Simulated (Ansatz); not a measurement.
Start from this file.

```
Al N
1.0
     6.22703    0.00000    0.00000
     0.00000    6.22703    0.00000
     0.00000    0.00000    4.40317
Al N
8 8
Direct
  0.50000 0.75000 0.25000
  0.50000 0.25000 0.25000
  0.25000 0.50000 0.75000
  0.75000 0.50000 0.75000
  0.00000 0.25000 0.25000
  0.00000 0.75000 0.25000
  0.75000 0.00000 0.75000
  0.25000 0.00000 0.75000
  0.50000 0.00000 0.94890
  0.50000 0.50000 0.00000
  0.25000 0.75000 0.50000
  0.75000 0.75000 0.50000
  0.00000 0.50000 0.94890
  0.00000 0.00000 0.00000
  0.75000 0.25000 0.50000
  0.25000 0.25000 0.50000
```

### Give a crystallographic description of this input.

Chemical formula AlN. It is base-centred orthorhombic, space group Cmm2 (No. 35). Cell content 8 Al, 8 N; Z = 8. The polyhedra are AlN4 tetrahedra; they share corners. Around each Al lie four N in a distorted tetrahedral arrangement at 1.79 to 2.04 Å. About every N there are four Al in a distorted tetrahedral arrangement at 1.79 to 2.04 Å. The bonds build a three-dimensional framework.

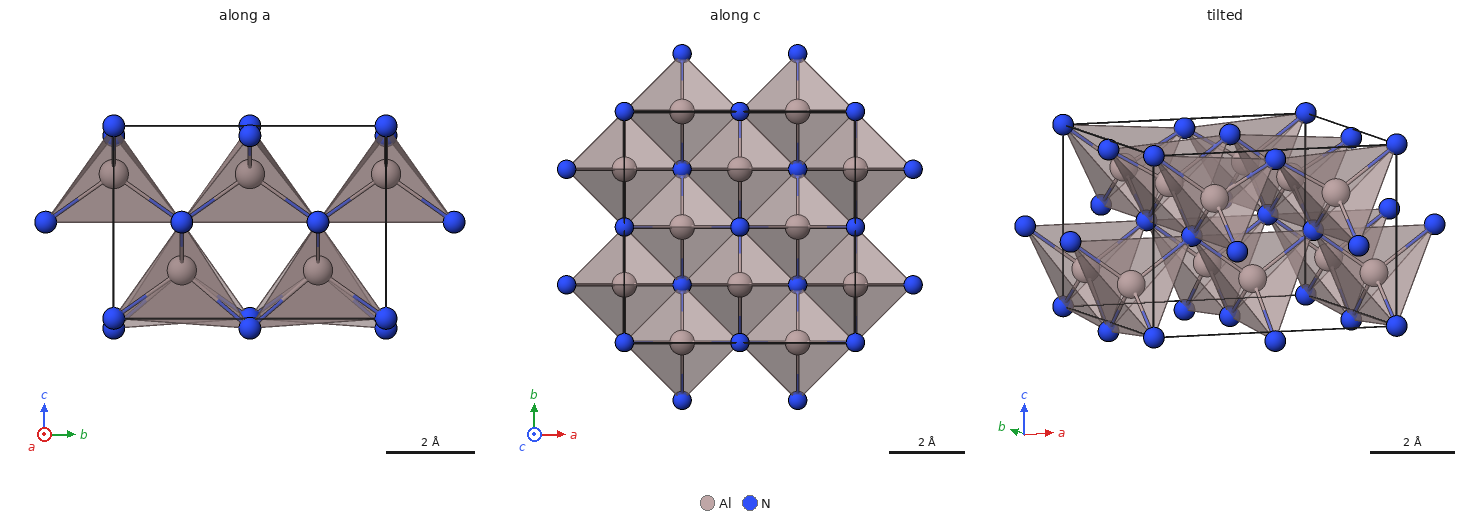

Polyhedral drawing of the structure, looking along the a axis, along the c axis and slightly off an axis. The wireframe shows the conventional unit cell. A few atoms beyond the faces are included. Colours: aluminium light grey, nitrogen blue.

The initial geometry was a structure listed in the Materials Project. The cell was then strained or its atoms displaced on purpose. Ansatz was used for an electronic-structure calculation on it.

At this level of theory the cell isn't at rest (forces up to 4.1 eV/Å), so its distances can differ from those at equilibrium, the more so the softer the solid.
